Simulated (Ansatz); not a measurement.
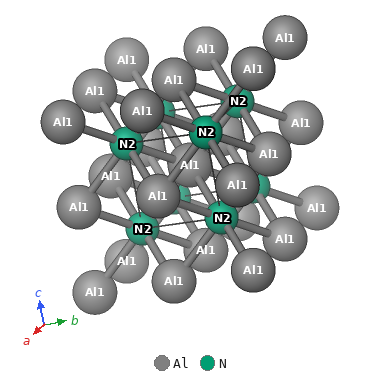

The system is AlN (Fm-3m, No. 225; 2 atoms in the cell); the picture shows the reference structure. The energy is mapped over two homogeneous strains (x, y and z along the cube axes). Coordinates scanned: (1) engineering shear strain xz; (2) engineering shear strain yz. Nothing is relaxed (symmetry fixes all fractional coordinates). The scan uses a 9 × 9 grid; 15 points were computed and 66 follow by symmetry. Points are written as (first, second). Energies are in meV/atom, from the lowest grid point. All numbers below come from Ansatz, DFT PBE, scalar-relativistic, plane waves, PAW. Settings: cutoff 520 eV, k-mesh 10×10×10, gaussian smearing 0.05 eV, no spin polarisation.

Its coordinates:

```
CELL_PARAMETERS angstrom
0.00000 2.03491 2.03491
2.03491 0.00000 2.03491
2.03491 2.03491 0.00000
ATOMIC_POSITIONS crystal
Al 0.50000 0.50000 0.50000
N 0.00000 0.00000 0.00000
```

The input of one point:

```yaml
crystal:
  lattice:
    - [0.0, 2.0349105802, 2.0349105802]
    - [2.0349105802, 0.0, 2.0349105802]
    - [2.0349105802, 2.0349105802, 0.0]
  atoms:
    - { symbol: Al, position: [0.5, 0.5, 0.5] }
    - { symbol: "N", position: [0.0, 0.0, 0.0] }
basis:
  ecutwfc: 520.0
kpoints:
  mp_grid: { grid: [10, 10, 10] }
hamiltonian:
  xc: pbe
  pseudopotentials: { kind: paw, azcp: { folder: soft_1 } }
scf:
  occupations: { method: gaussian, width: 0.05 }
output:
  forces: true
  stress: true
  eigenvalues: true
  write_density: true
  write_potential: true
  elf: true
  volumetric_format: npy
```

Range: engineering shear strain xz from −14.0 to 14.0 %; engineering shear strain yz from −14.0 to 14.0 %.

**What will the energy surface look like?**

The lowest grid point is at (0.0 %, 0.0 %). It is the only kind of minimum in the scanned range. The highest grid point, (−14.0 %, −14.0 %), lies 315 meV/atom above the lowest. Round the minimum the contours are nearly round: the two directions are equally stiff and uncoupled. The gap on the k-mesh is 4.4 eV at the lowest point and runs from 1.3 to 4.4 eV over the map.

```
second ↓, first →  −14.0  −10.5  −7.0  −3.5  0.0  3.5  7.0  10.5  14.0
             14.0    315    246   198   169  160  169  198   246   315
             10.5    246    177   128    99   89   99  128   177   246
              7.0    198    128    79    49   40   49   79   128   198
              3.5    169     99    49    20   10   20   49    99   169
              0.0    160     89    40    10    0   10   40    89   160
             −3.5    169     99    49    20   10   20   49    99   169
             −7.0    198    128    79    49   40   49   79   128   198
            −10.5    246    177   128    99   89   99  128   177   246
            −14.0    315    246   198   169  160  169  198   246   315
```

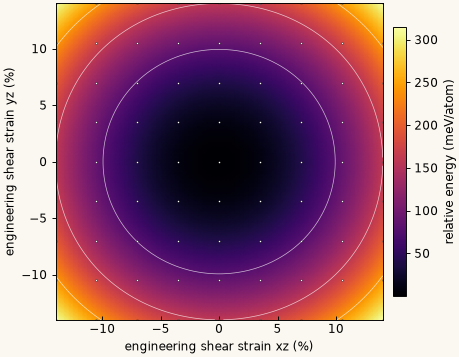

The picture shows a smooth colour map with a few white contour lines, dots at the grid points. Between grid points the surface is interpolated.

Each point was launched as `ansatz run input.yaml --threads 1 --pin off --max-ram 2048MiB --backend cpu --events-out ev --progress --plain --runs-dir out`. The whole map (15 points run) took 110 s on 1 thread of Arm Neoverse N1, on a shared host.
